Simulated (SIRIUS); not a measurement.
# AlCo: 7 runs along one coordinate

System: AlCo (2 atoms in the cell).
Method: Kohn-Sham DFT of a periodic cell, PBEsol, dojo-sr-pbesol-0.4.1-standard, spin-polarised (SIRIUS 7.12.0).

The 7 runs differ only in the geometry, by an even scaling of the cell at fixed fractional positions. The structure derives from a Materials Project entry.

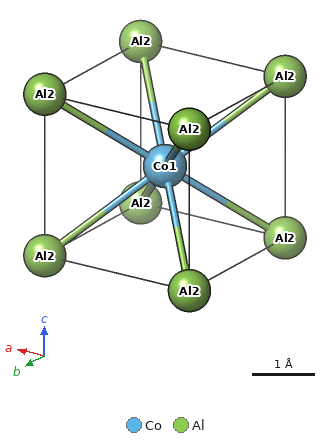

Figure 1. The structure of run 4 (ball-and-stick view of the cell of the calculation, seen at an oblique angle; atoms are numbered from 1 in the order of the input). An atom can appear more than once, as a periodic image.

### Input of run 4
```
{
  "control": {
    "processing_unit": "cpu",
    "verbosity": 2,
    "num_bands_to_print": 17,
    "print_forces": true,
    "print_stress": true
  },
  "parameters": {
    "electronic_structure_method": "pseudopotential",
    "xc_functionals": ["XC_GGA_X_PBE_SOL", "XC_GGA_C_PBE_SOL"],
    "gk_cutoff": 9.8,
    "pw_cutoff": 19.6,
    "ngridk": [9, 9, 9],
    "shiftk": [0, 0, 0],
    "smearing": "fermi_dirac",
    "smearing_width": 0.0018374661,
    "num_bands": 17,
    "num_mag_dims": 1,
    "num_dft_iter": 100,
    "energy_tol": 1e-08,
    "density_tol": 1e-06
  },
  "iterative_solver": {
    "type": "davidson",
    "min_tolerance": 1e-10
  },
  "mixer": {
    "type": "anderson",
    "beta": 0.5,
    "max_history": 8
  },
  "settings": {
    "tol_ne": 1e-10,
    "pseudo_grid_cutoff": 6.5,
    "smooth_initial_mag": true
  },
  "unit_cell": {
    "lattice_vectors": [
      [5.327899901791, 0.0, 0.0],
      [0.0, 5.327899901791, 0.0],
      [0.0, 0.0, 5.327899901791]
    ],
    "atom_coordinate_units": "lattice",
    "atom_types": ["Co", "Al"],
    "atom_files": {
      "Al": "Al.json",
      "Co": "Co.json"
    },
    "atoms": {
      "Co": [
        [0.5, 0.5, 0.5, 0.0, 0.0, 2.0]
      ],
      "Al": [
        [0.0, 0.0, 0.0, 0.0, 0.0, 0.0]
      ]
    }
  }
}
```

Command:
```bash
upf_to_json Al.upf
upf_to_json Co.upf
OMP_NUM_THREADS=4 sirius.scf --input=sirius.json --output=out.json --task=0
```

Lattice vectors (Å) and fractional positions of run 4:
```
   2.819403    0.000000    0.000000
   0.000000    2.819403    0.000000
   0.000000    0.000000    2.819403
Co  0.500000  0.500000  0.500000
Al  0.000000  0.000000  0.000000
```

Run 3 differs from it as follows:
```diff
-      [5.327899901791, 0.0, 0.0],
-      [0.0, 5.327899901791, 0.0],
-      [0.0, 0.0, 5.327899901791]
+      [5.292141106986, 0.0, 0.0],
+      [0.0, 5.292141106986, 0.0],
+      [0.0, 0.0, 5.292141106986]
```

### Results, with one run withheld

```csv
run,volume per atom (Å³),"free energy per atom, from the lowest run given (meV)",pressure (GPa)
1,10.533,30.54,14.52
2,10.758,13.81,9.41
3,10.982,?,?
4,11.206,0.00,0.68
5,11.430,1.65,−3.05
6,11.654,8.25,−6.41
7,11.878,19.31,−9.43
```

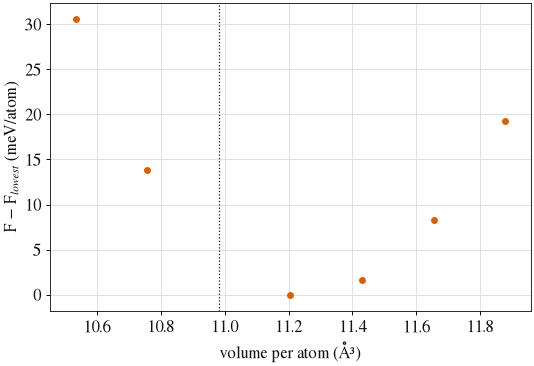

Figure 2. Free energy per atom of the runs given; the dotted line marks run 3.

Estimate the energy of run 3 from the others.

A cubic polynomial in V^(−2/3) (the Birch–Murnaghan form), fitted to the 6 runs given, misses them by at most 0.01 meV per atom. With x = V^(−2/3) − 0.19945 Å⁻², it reads F = −0.055713 + 194.77 x + 3.8462e+05 x² + 77103 x³ (meV per atom). At run 3 it gives 3.87 meV per atom, and the run itself gives 3.85. The slope of the fit gives a pressure −dF/dV of 4.86 GPa there, and the run prints 4.82 GPa. The fit has its minimum at 11.248 Å³ per atom, where V d²F/dV² gives 193 GPa: the bulk modulus at this level, since symmetry fixes the shape and the positions.

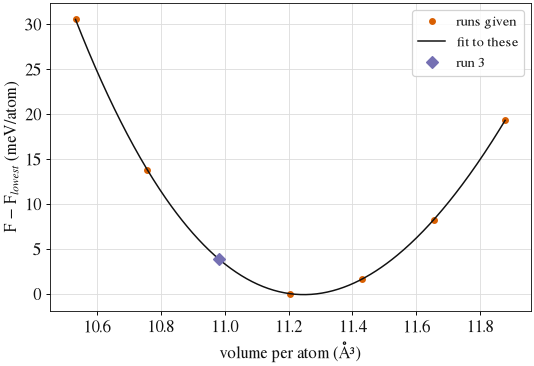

Figure 3. The fit and the withheld run.

### Some lines of the output (run 3)
```
[...]
[find] Efermi                         :       0.56905009
[find] Total energy                   :    -155.19363549 (Ha),    -310.38727098 (Ry)
[find] Free energy (E-TS)             :    -155.19378558 (Ha),    -310.38757116 (Ry)
[find] Efermi                         :       0.56904148
[find] Total energy                   :    -155.19363554 (Ha),    -310.38727107 (Ry)
[find] Free energy (E-TS)             :    -155.19378562 (Ha),    -310.38757124 (Ry)
[find] Efermi                         :       0.56903409
[find] Total energy                   :    -155.19363554 (Ha),    -310.38727108 (Ry)
[find] Free energy (E-TS)             :    -155.19378562 (Ha),    -310.38757125 (Ry)
[find] Efermi                         :       0.56903767
[find] Free energy (E-TS)             :    -155.19378563 (Ha),    -310.38757125 (Ry)
[find] Efermi                         :       0.56903764
[find] Efermi                         :       0.56903872
[find] Efermi                         :       0.56903839
```

Notes: Points of doubt noted for this run: start moment lost.
